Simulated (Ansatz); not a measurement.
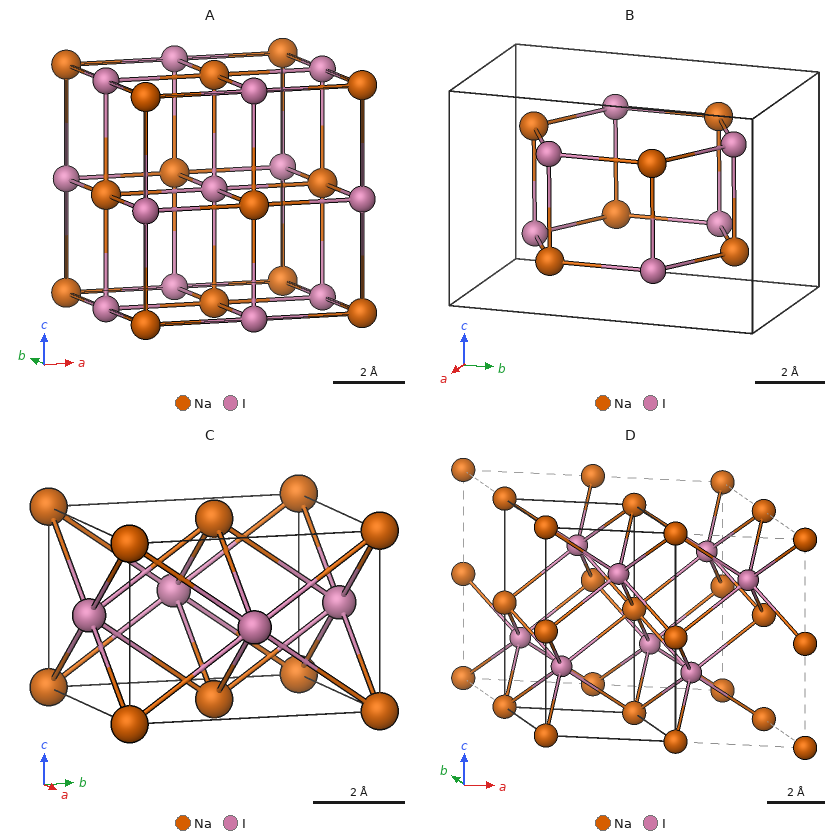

Four structures of NaI, each relaxed to rest (conventional cells in solid outline, small ones repeated, each panel with its own scale). Method: DFT, PBE, plane waves, PAW in Ansatz, without spin polarisation.

What are the structures shown?

A: rock salt (NaCl type), Fm-3m; B: 8 atoms a cell on a base-centred orthorhombic lattice, Cmcm; C: 4 atoms a cell on a base-centred orthorhombic lattice, Cmmm; D: nickel arsenide (NiAs) type, P6_3/mmc.

Which of these is lowest in energy, and how far above it do the others lie?

A, then D (+15 meV/atom), B (+28 meV/atom) and C (+157 meV/atom), energies at zero smearing.

Collect the results in a table.

| panel | structure | E − E(lowest) (meV/atom) | volume (Å³/atom) | gap (eV) |
| --- | --- | --- | --- | --- |
| A | Fm-3m | 0 | 34.7 | 3.58 |
| D | P6_3/mmc | 15 | 35.4 | 3.46 |
| B | Cmcm | 28 | 43.1 | 3.53 |
| C | Cmmm | 157 | 33.0 | 2.31 |

Some of these may be structure types tried for this composition rather than known phases, and the most stable form need not be among them. Gaps are taken on the k-mesh or band path of each run.
